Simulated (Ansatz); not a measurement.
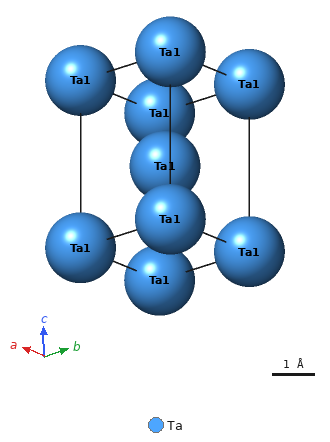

The structure as given in the input (spheres-only view of the cell 2 times as large as that of the calculation, set on its symmetry axes, seen at an oblique angle; atoms are numbered from 1 in the order of the input). An atom can appear more than once, as a periodic image.

Run report: Ta, geometry relaxation

- system: Ta (I4/mmm, 1 atom in the cell)
- method: DFT PBE, scalar-relativistic, plane waves, PAW, no spin polarisation (Ansatz 0.2.0)

The structure derives from an entry of the Crystallography Open Database. It belongs to a series of runs on one base structure; here: film's bulk on the substrate's plane, third vector and atoms relaxed. Figures and captions count atoms from 1; the log counts them from 0 in places.

Output
```
Warning: crystal.symmetry: narrowed to the stabiliser of the k-point mesh — unitary ops 16 → 4; excluded 12 operations that carry a point of the 12×12×16 mesh (shift [0, 0, 0]) off the mesh (the run samples exactly the mesh kpoints.mp_grid names, as under crystal.symmetry.detect: false, and its converged state has the mesh's symmetry, not the crystal's; ε∞, the Born charges and the force constants of a linear response (`dielectric:` by the response, `phonons.method: dfpt`) are averaged over those of the crystal's operations that the state keeps within a tolerance, where `mesh_tensors`, `unaveraged_element` or `gamma_mean_max_change_ev_ang2` stands beside them; a row that `dielectric.field_direction` solves alone is averaged likewise, with nothing beside; a Γ-centred mesh of equal divisions is mapped onto itself by every operation and keeps the whole group, as does a half-shifted one under kpoints.further_shifts: images)
Engine: ansatz 0.2.0, aarch64-unknown-linux-gnu
Pseudopotentials: kind: paw
Pseudopotential: Ta, paw, valence charge 13, recommended cutoff 420 eV (normal), Ta.paw.azcp
Functional definition: PBE
  parameter kappa = 0.804
  parameter beta = 0.06672455060314922
  exchange = pbe_x(kappa = kappa, mu = beta*pi^2/3)
  correlation = pbe_c(beta = beta)
Crystal: 1 atoms, lattice volume = 18.431 Å³
Basis set: ecut = 420 eV, 347 PW (Γ), exchange–correlation on 40×40×48 points (8 copies of the dense FFT grid, shifted against one another)
Bands: 11, of which v1, the nominal top of the filled ones, is band 7 counted from 1 (6 counted from 0)
Symmetry: 4 space group operations
k-points: 632 of 2304
Non-local potential: Ta, projectors of the file, l = 0: 3, l = 1: 2, l = 2: 2, l = 3: 1
PAW form: soft (Blöchl's): semilocal exchange-correlation on the pseudo side does not see the compensation charge
PAW one-centre angular grid: Ta, 590 points (default); XC on 64 Gauss nodes
Initial density: superposition of atomic densities (neutral atoms: chi_scale 0, normalization atom), corrected by the library's trained network
Initial wavefunctions: pseudopotential atomic-orbital guess
Functional: x = pbe(κ = 0.804, μ = 0.2195149727645171), c = pbe(β = 0.06672455060314922)
SCF iter   1: F=—  HF=-9932.021683 eV  |F-HF|=—  |Δ(HF+E_count)|=         —  Δρ=3.92e-3  dr2=1.12e-3  ethr=1.77e-3  ⟨swp⟩=5.2  Hψ=39112  notcnv=0
preconditioner: auto → none  [metal: Δε(μ)=0.002 eV  Ē_g=7.993 eV  σ=0.100 eV  W_gap=0.01  n_scr=0 (ndim 8)  ℏωp=19.3 eV  f_vac=0.000  D(μ)=1.49/eV (n_scr^D=14)]
SCF iter   2: F=—  HF=-9932.021722 eV  |F-HF|=—  |Δ(HF+E_count)|=   3.90e-5  Δρ=1.94e-3  dr2=2.44e-4  ethr=8.60e-6  ⟨swp⟩=2.1  Hψ=13616  notcnv=0  defer=2
SCF iter   3: F=—  HF=-9932.021827 eV  |F-HF|=—  |Δ(HF+E_count)|=   1.06e-4  Δρ=1.66e-4  dr2=1.41e-6  ethr=1.88e-6  ⟨swp⟩=1.0  Hψ=6792  notcnv=0  defer=2
SCF iter   4: F=—  HF=-9932.021826 eV  |F-HF|=—  |Δ(HF+E_count)|=   1.37e-6  Δρ=4.37e-5  dr2=9.30e-8  ethr=1.09e-8  ⟨swp⟩=2.3  Hψ=8747  notcnv=0  defer=2
iter 5 did not close the SCF: its close was put off for the readings that it lacked (scf_convergence_deferred on its scf_iter line)
SCF iter   5: F=-9932.021826 eV  HF=-9932.021826 eV  |F-HF|=1.43e-9  |Δ(HF+E_count)|=   5.45e-9  Δρ=3.44e-6  dr2=2.06e-9  ethr=7.16e-10  ⟨swp⟩=2.1  Hψ=10781  notcnv=0  defer=2
SCF iter   6: F=-9932.021826 eV  HF=-9932.021826 eV  |F-HF|=9.09e-12  |Δ(HF+E_count)|=  8.39e-10  Δρ=6.14e-7  dr2=3.32e-11  ethr=1.58e-11  ⟨swp⟩=2.5  Hψ=23226  notcnv=0
SCF 1 converged in 6 iterations: F = -9932.021826 eV  dr2 = 3.32e-11
  greatest PAW one-centre occupation: 0.999 electrons in one spin orbital (limit 2), on the Ta atom at site 0 (counted from 0), in its partial waves of l = 0
relax step   1: F+E_penalty+E_count = -9932.02182589 eV  Δ(F+E_penalty+E_count) = +0.000e0 eV  max|allowed force component| = 0.000e0 eV/Å  Δτ_max = 0.0000 Å  P = +3.787 GPa  Ω = 18.431 Å³  fix = [a, b, gamma]  reactions: a +1.576, b +1.576 GPa; gamma +0.132 GPa/rad  (6 SCF iters, dr2 threshold 1.00e-7 eV, accepted)
Crystal: 1 atoms, lattice volume = 19.330 Å³
Basis set: ecut = 420 eV, 371 PW (Γ), exchange–correlation on 40×40×48 points (8 copies of the dense FFT grid, shifted against one another)
Initial density: handed on by an earlier stage of this run
Initial wavefunctions: those handed on with the density
iter 1 solved again at ethr=2.16e-5 eV; its pass at ethr=3.10e-3 eV (dr2=2.81e-3 eV) is discarded
SCF iter   1: F=—  HF=-9932.042232 eV  |F-HF|=—  |Δ(HF+E_count)|=         —  Δρ=5.83e-3  dr2=2.85e-3  ethr=2.16e-5  ⟨swp⟩=1.5  Hψ=52268  notcnv=0
preconditioner: auto → none  [metal: Δε(μ)=0.016 eV  Ē_g=7.639 eV  σ=0.100 eV  W_gap=0.09  n_scr=0 (ndim 8)  ℏωp=18.9 eV  f_vac=0.000  D(μ)=1.25/eV (n_scr^D=14)]
SCF iter   2: F=—  HF=-9932.042247 eV  |F-HF|=—  |Δ(HF+E_count)|=   1.53e-5  Δρ=2.81e-3  dr2=6.17e-4  ethr=2.16e-5  ⟨swp⟩=1.0  Hψ=6952  notcnv=0
SCF iter   3: F=—  HF=-9932.042321 eV  |F-HF|=—  |Δ(HF+E_count)|=   7.43e-5  Δρ=1.78e-4  dr2=2.40e-6  ethr=4.74e-6  ⟨swp⟩=1.0  Hψ=6952  notcnv=0
SCF iter   4: F=—  HF=-9932.042319 eV  |F-HF|=—  |Δ(HF+E_count)|=   1.88e-6  Δρ=1.23e-5  dr2=8.94e-9  ethr=7.69e-10  ⟨swp⟩=6.1  Hψ=34107  notcnv=0
SCF iter   5: F=-9932.042319 eV  HF=-9932.042319 eV  |F-HF|=3.69e-10  |Δ(HF+E_count)|=   1.71e-9  Δρ=2.46e-6  dr2=7.27e-10  ethr=6.88e-11  ⟨swp⟩=2.0  Hψ=22914  notcnv=0
SCF 2 converged in 5 iterations: F = -9932.042319 eV  dr2 = 7.27e-10
relax step   2: F+E_penalty+E_count = -9932.04231942 eV  Δ(F+E_penalty+E_count) = -2.049e-2 eV  max|allowed force component| = 0.000e0 eV/Å  Δτ_max = 0.0000 Å  P = -6.112 GPa  Ω = 19.330 Å³  energy of the carried Pulay correction = -3.471e-4 eV  fix = [a, b, gamma]  reactions: a -8.627, b -8.627 GPa; gamma +0.096 GPa/rad  (5 SCF iters, dr2 threshold 1.00e-7 eV, accepted)
Crystal: 1 atoms, lattice volume = 19.225 Å³
iter 1 solved again at ethr=2.24e-7 eV; its pass at ethr=3.10e-3 eV (dr2=2.91e-5 eV) is discarded
SCF iter   1: F=—  HF=-9932.042682 eV  |F-HF|=—  |Δ(HF+E_count)|=         —  Δρ=6.16e-4  dr2=3.40e-5  ethr=2.24e-7  ⟨swp⟩=3.3  Hψ=52614  notcnv=0
preconditioner: auto → none  [metal: Δε(μ)=0.008 eV  Ē_g=7.676 eV  σ=0.100 eV  W_gap=0.05  n_scr=0 (ndim 8)  ℏωp=18.9 eV  f_vac=0.000  D(μ)=1.32/eV (n_scr^D=14)]
SCF iter   2: F=—  HF=-9932.042678 eV  |F-HF|=—  |Δ(HF+E_count)|=   4.11e-6  Δρ=2.87e-4  dr2=6.62e-6  ethr=2.24e-7  ⟨swp⟩=1.0  Hψ=6952  notcnv=0
SCF iter   3: F=-9932.042678 eV  HF=-9932.042678 eV  |F-HF|=1.29e-8  |Δ(HF+E_count)|=   5.38e-7  Δρ=2.50e-5  dr2=4.84e-8  ethr=7.69e-10  ⟨swp⟩=4.2  Hψ=27719  notcnv=0
SCF 3 converged in 3 iterations: F = -9932.042678 eV  dr2 = 4.84e-8
relax step   3: F+E_penalty+E_count = -9932.04267839 eV  Δ(F+E_penalty+E_count) = -3.590e-4 eV  max|allowed force component| = 0.000e0 eV/Å  Δτ_max = 0.0000 Å  P = -5.095 GPa  Ω = 19.225 Å³  energy of the carried Pulay correction = -3.075e-4 eV  fix = [a, b, gamma]  reactions: a -7.692, b -7.692 GPa; gamma +0.106 GPa/rad  (3 SCF iters, dr2 threshold 1.00e-7 eV, accepted)
Crystal: 1 atoms, lattice volume = 19.234 Å³
iter 1 solved again at ethr=1.52e-9 eV; its pass at ethr=3.10e-3 eV (dr2=1.98e-7 eV) is discarded
SCF iter   1: F=—  HF=-9932.042682 eV  |F-HF|=—  |Δ(HF+E_count)|=         —  Δρ=4.89e-5  dr2=2.85e-7  ethr=1.52e-9  ⟨swp⟩=3.7  Hψ=51098  notcnv=0
preconditioner: auto → none  [metal: Δε(μ)=0.007 eV  Ē_g=7.673 eV  σ=0.100 eV  W_gap=0.04  n_scr=0 (ndim 8)  ℏωp=18.9 eV  f_vac=0.000  D(μ)=1.32/eV (n_scr^D=14)]
SCF iter   2: F=—  HF=-9932.042679 eV  |F-HF|=—  |Δ(HF+E_count)|=   2.06e-6  Δρ=2.12e-5  dr2=3.77e-8  ethr=1.52e-9  ⟨swp⟩=1.1  Hψ=7048  notcnv=0
SCF iter   3: F=-9932.042679 eV  HF=-9932.042679 eV  |F-HF|=9.82e-11  |Δ(HF+E_count)|=   2.94e-9  Δρ=3.73e-6  dr2=9.51e-10  ethr=2.43e-10  ⟨swp⟩=4.1  Hψ=20054  notcnv=0
SCF 4 converged in 3 iterations: F = -9932.042679 eV  dr2 = 9.51e-10
relax step   4: F+E_penalty+E_count = -9932.04267947 eV  Δ(F+E_penalty+E_count) = -1.079e-6 eV  max|allowed force component| = 0.000e0 eV/Å  Δτ_max = 0.0000 Å  P = -5.180 GPa  Ω = 19.234 Å³  energy of the carried Pulay correction = -3.108e-4 eV  fix = [a, b, gamma]  reactions: a -7.772, b -7.772 GPa; gamma +0.104 GPa/rad  (3 SCF iters, dr2 threshold 3.16e-8 eV, accepted)
Initial wavefunctions: pseudopotential atomic-orbital guess (no wavefunctions were taken with the density)
iter 1 solved again at ethr=1.13e-7 eV; its pass at ethr=3.10e-3 eV (dr2=1.47e-5 eV) is discarded
SCF iter   1: F=—  HF=-9932.043039 eV  |F-HF|=—  |Δ(HF+E_count)|=         —  Δρ=4.46e-4  dr2=1.07e-6  ethr=1.13e-7  ⟨swp⟩=3.0  Hψ=55838  notcnv=0
SCF iter   2: F=—  HF=-9932.043088 eV  |F-HF|=—  |Δ(HF+E_count)|=   4.84e-5  Δρ=2.23e-4  dr2=2.59e-7  ethr=8.24e-9  ⟨swp⟩=1.0  Hψ=6954  notcnv=0
SCF iter   3: F=—  HF=-9932.043105 eV  |F-HF|=—  |Δ(HF+E_count)|=   1.67e-5  Δρ=2.85e-6  dr2=1.03e-10  ethr=1.99e-9  ⟨swp⟩=1.9  Hψ=9457  notcnv=0
SCF iter   4: F=-9932.043105 eV  HF=-9932.043105 eV  |F-HF|=3.64e-12  |Δ(HF+E_count)|=   2.46e-9  Δρ=2.48e-7  dr2=2.52e-12  ethr=1.00e-12  ⟨swp⟩=5.2  Hψ=27306  notcnv=0
SCF 5 converged in 4 iterations: F = -9932.043105 eV  dr2 = 2.52e-12
relax step   5: F+E_penalty+E_count = -9932.04310451 eV  Δ(F+E_penalty+E_count) = -4.250e-4 eV  max|allowed force component| = 0.000e0 eV/Å  Δτ_max = 0.0000 Å  P = -5.159 GPa  Ω = 19.234 Å³  fix = [a, b, gamma]  reactions: a -7.763, b -7.763 GPa; gamma +0.104 GPa/rad  stress off target by 6.32e-2 GPa on what of the cell is left free  SCF on the basis re-selected at this cell (its energy is not comparable with the rows above)  (4 SCF iters)
```

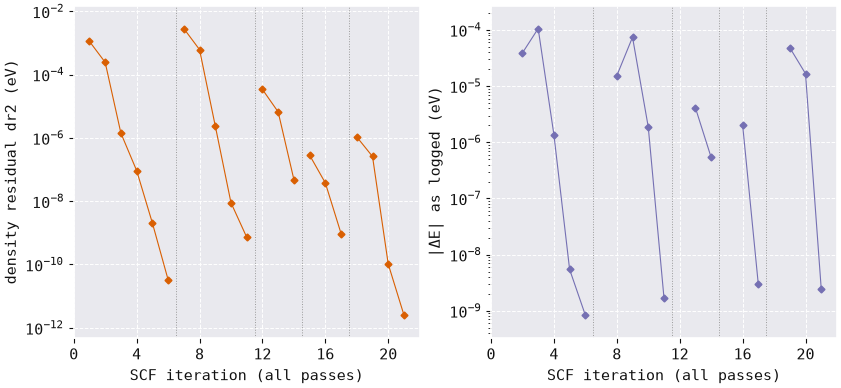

Convergence of the self-consistent field: density residual dr2 and size of the energy change against the SCF iteration. The dotted lines part the SCF passes of the relaxation: geometry steps, rejected trials and re-solves on a re-selected basis. The 5 passes take 3 to 6 iterations each, 21 in all.

```
basis re-selected at this cell: Δ(F+E_penalty+E_count) = -4.250e-4 eV, ΔP = +0.021 GPa vs the last step (what re-selecting the basis moved, of the pressure what is left beyond the Pulay correction that the steps carried, after the strain that the cell walked since its last selection, with what the two solves' SCF thresholds leave and, on support functions, any second-order correction that the steps lacked; it is no measure of the basis error at this ecutwfc). This SCF's stress stands 6.32e-2 GPa from its target on what of the cell is left free (relax.cell.stress_tol is 1.00e-1 GPa) and its largest allowed force component is 0.00e0 eV/Å (relax.f_tol is 1.00e-2 eV/Å): within both
SCF converged after 4 iterations
Free energy (F): -9932.043105 eV
Harris-Foulkes:  -9932.043105 eV  (|F-HF|=3.64e-12)
Internal energy: -9932.036528 eV  (E = F + TS)
E sigma→0 (E₀):  -9932.039816 eV
Entropy (-TS):   -0.006576 eV (-6.576 meV/atom)
Fermi energy:    17.585129 eV
--- Per-component energies (eV) ---
  E_band       = -121.438426
  E_kinetic    = 364.034983
  E_local      = -585.666754  (includes V_loc(G=0)·N_el)
  E_nonlocal   = 14.085306
  E_hartree    = 200.826906
  E_xc         = -217.749812
  E_vxc        = -203.090542  (∫ρ·V_xc dr)
  E_paw        = -8396.245778  (= ΣΔE_a)
  E_vpaw       = -112.455382  (= ΣTr[D̂ρ^β])
  E_aug_tail   = 0.000149  (compensation charges beyond the density's cutoff)
  E_ewald      = -1311.321527
  E_smearing   = -0.006576  (= −TS)
  E_closure    = 0.000000  (closes the sum)
  Σ components = -9932.043105   (vs F -9932.043105, Δ=0.00e0)
--- Forces (eV/Å), atoms counted from 1 ---
  atom   1  Ta    -0.00000000     0.00000000    -0.00000000
  max |Σ_I F_I| component: 4.93e-32 eV/Å
--- Stress (GPa, compression-positive) ---
       -7.763003      -0.104412      -0.017352
       -0.104412      -7.763003      -0.017352
       -0.017352      -0.017352       0.048657
  P = ⅓ Tr σ = -5.1591 GPa (-51.591 kbar)
--- Band table (eV; the first three rows and the last of 632) ---
  k-point 0: bands = ["-49.9613", "-16.0225", "-15.9724", "-15.9715", "9.6424", "17.2914", "18.6254", "18.6267", "19.9615", "21.9149", "29.8758"]
  k-point 1: bands = ["-49.9582", "-16.0564", "-15.9818", "-15.9808", "9.8188", "17.1455", "18.7452", "18.7464", "19.7128", "21.9655", "30.2149"]
  k-point 2: bands = ["-49.9494", "-16.1519", "-16.0083", "-16.0072", "10.3289", "16.7587", "19.0754", "19.1021", "19.1026", "22.1119", "31.1778"]
  k-point 631: bands = ["-49.8393", "-16.8929", "-16.4890", "-16.2894", "13.4521", "14.4396", "21.0250", "22.9592", "23.1266", "24.6811", "27.4110"]
--- Relaxed structure (4 steps of the walk, 4 accepted, 1 SCFs on fresh bases) ---
  F+E_penalty+E_count = -9932.04310451 eV   max|allowed force component| = 0.000e0 eV/Å   (the final SCF, on the basis selected at the relaxed cell)
  cell:  # Å, volume = 19.2339 Å³
    - [2.9076474766545233, -3.8764552855983715e-7, -0.0015014235863936233]
    - [-3.8764552855983715e-7, 2.9076474766545233, -0.001501423586393651]
    - [1.4526978151783307, 1.4526978151783307, 2.273517848372947]
  atoms:
    - { symbol: Ta, position: [0.0, 0.0, 0.0] }
```

Trajectory as extended XYZ (Å, eV, eV/Å), 5 frames, from step=1 to step=5
```
1
Lattice="2.9076 0.0000 0.0000 0.0000 2.9076 0.0000 1.4538 1.4538 2.1801" Properties=species:S:1:pos:R:3:forces:R:3 step=1 energy=-9932.02183 pressure_GPa=3.79
Ta    0.0000    0.0000    0.0000    0.0000   0.0000   0.0000
1
Lattice="2.9076 0.0000 -0.0006 0.0000 2.9076 -0.0006 1.4534 1.4534 2.2858" Properties=species:S:1:pos:R:3:forces:R:3 step=2 energy=-9932.04232 pressure_GPa=-6.11
Ta    0.0000    0.0000    0.0000    0.0000   0.0000   0.0000
1
Lattice="2.9076 0.0000 -0.0011 0.0000 2.9076 -0.0011 1.4530 1.4530 2.2729" Properties=species:S:1:pos:R:3:forces:R:3 step=3 energy=-9932.04268 pressure_GPa=-5.09
Ta    0.0000    0.0000    0.0000    0.0000   0.0000   0.0000
1
Lattice="2.9076 0.0000 -0.0015 0.0000 2.9076 -0.0015 1.4527 1.4527 2.2735" Properties=species:S:1:pos:R:3:forces:R:3 step=4 energy=-9932.04268 pressure_GPa=-5.18
Ta    0.0000    0.0000    0.0000    0.0000   0.0000   0.0000
1
Lattice="2.9076 0.0000 -0.0015 0.0000 2.9076 -0.0015 1.4527 1.4527 2.2735" Properties=species:S:1:pos:R:3:forces:R:3 step=5 energy=-9932.04311 pressure_GPa=-5.16
Ta    0.0000    0.0000    0.0000    0.0000   0.0000   0.0000
```

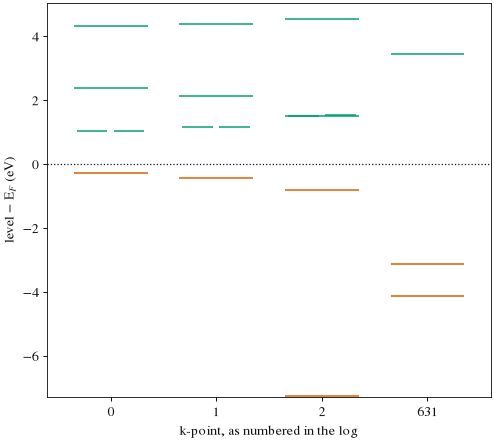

Kohn–Sham levels near the Fermi level (dotted) at the few k-points that the log prints; levels within 0.02 eV of each other stand side by side. The system is metallic on the full mesh.

The run was set up as follows.

Input
```yaml
crystal:
  lattice:
    - [2.9076478643, 0.0, 0.0]
    - [0.0, 2.9076478643, 0.0]
    - [1.4538239322, 1.4538239322, 2.1800807242]
  atoms:
    - { symbol: Ta, position: [0.0, 0.0, 0.0] }
basis:
  ecutwfc: 420
kpoints:
  mp_grid: { grid: [12, 12, 16] }
hamiltonian:
  xc: pbe
scf:
  occupations: { method: gaussian, width: 0.1 }
output:
  forces: true
  stress: true
  eigenvalues: true
relax:
  adjacent_minimum: "off"
  f_tol: 0.01
  max_steps: 50
  cell: { fix: [a, b, gamma], stress_tol: 0.1 }
```

Command:
```bash
ansatz run input.yaml --threads 1 --pin off --max-ram 2560MiB --backend cpu --events-out ev --progress --plain --runs-dir out
```

Summary

```tsv
quantity	value
outcome	converged
space group (tolerance 0.01 Å)	I4/mmm (139)
electrons treated	13
free energy	−9932.0431 eV
Fermi energy	17.585 eV
gap on the k-point mesh	none (metallic)
pressure	−5.16 GPa
final volume	19.23 Å³
largest force (length of the vector) at the end	under 0.001 eV/Å
final cell	a = 2.908 Å, b = 2.908 Å, c = 3.064 Å, α = 61.73°, β = 61.73°, γ = 90.00°
hardware	1 thread of Arm Neoverse V1, 24 GiB of memory available, shared host
wall time	47 s
peak memory	0.42 GiB
```

Remarks

The program warns: the k-point mesh lowers the symmetry that the run can use. Spin–orbit coupling is left out, which matters for Ta.
